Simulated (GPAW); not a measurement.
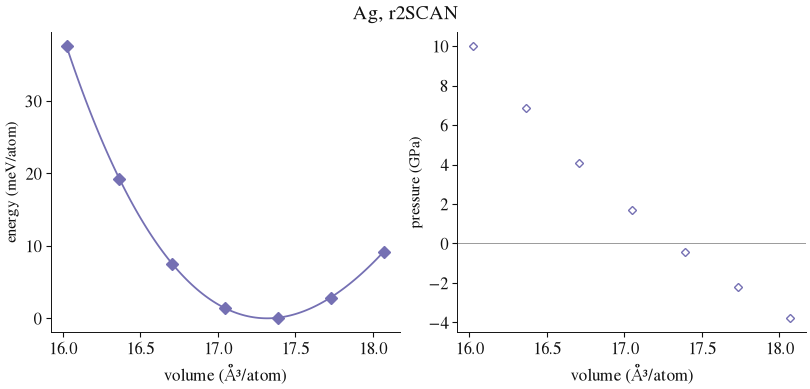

Energy and pressure against volume for Ag, space group Fm-3m (No. 225).

A third-order Birch–Murnaghan fit gives V0 = 17.32 Å³/atom, B0 = 101 GPa. The energy is 37.58 meV/atom at volume 16.03 Å³/atom and 9.21 meV/atom at 18.07 Å³/atom; the lowest computed point is at volume 17.39 Å³/atom (0.08 meV/atom), in a single well. The pressure falls from 10.00 GPa at volume 16.03 Å³/atom to −3.79 GPa at 18.07 Å³/atom, and changes sign near 17.32 Å³/atom.

Calculation (GPAW 26.7.0): PAW DFT in plane waves, on a grid or in atomic orbitals, no spin polarisation; energies at scaled volumes of the given cell, shape and fractions fixed, counted from the fit's minimum, third-order Birch-Murnaghan fit. Level: r2SCAN.

k mesh 11×11×11; occupations Fermi–Dirac; smearing width 0.05 eV; potentials GPAW PAW data sets (gpaw data 1.2.1); wave cutoff 600 eV; program settings basis pw.

Cell as given: a = 2.889 Å, b = 2.889 Å, c = 2.889 Å, α = 60.00°, β = 60.00°, γ = 60.00°; 1 atom.
